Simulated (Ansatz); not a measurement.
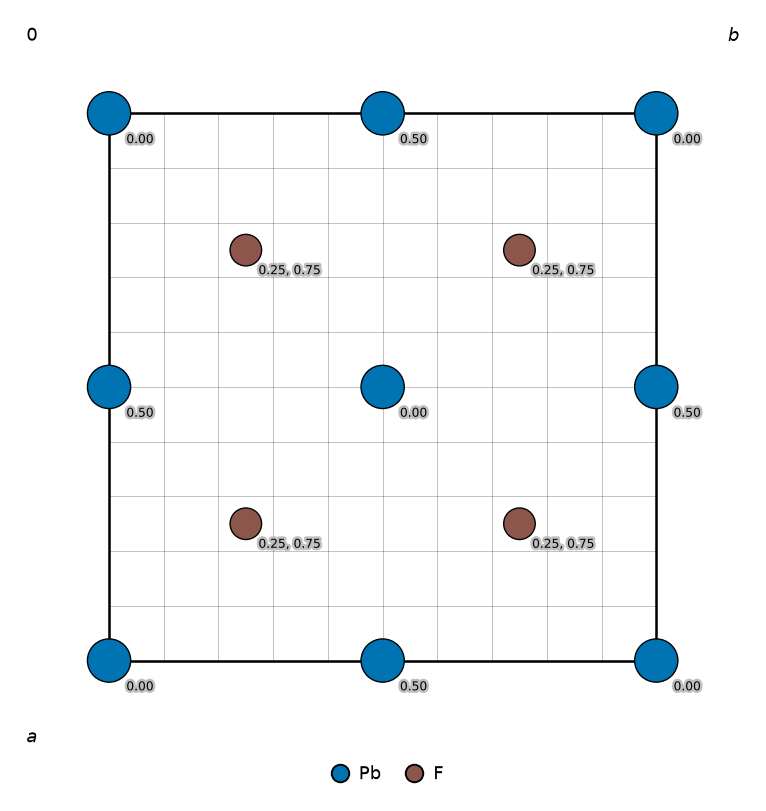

Plan of a unit cell projected along c (a down the page, b across); the numbers are heights as fractions of c, and atoms on the cell's edges are repeated. The grid marks tenths of a and b. Source: the input geometry of an electronic-structure calculation (not necessarily at equilibrium). All values are computed from the atomic coordinates in the standard setting (tolerance 0.002 Å).

a = 5.921 Å, b = 5.921 Å, c = 5.921 Å, α = 90.00°, β = 90.00°, γ = 90.00°.

**What does the cell contain?**

4 Pb, 8 F: PbF2, Z = 4.

**Which space group?**

Fm-3m (No. 225), face-centred cubic.

**Give the independent sites, coordinates to two places.**

```csv
atom,site,symmetry,x,y,z
Pb,4a,m-3m,0.00,0.00,0.00
F,8c,-43m,0.25,0.75,0.75
```
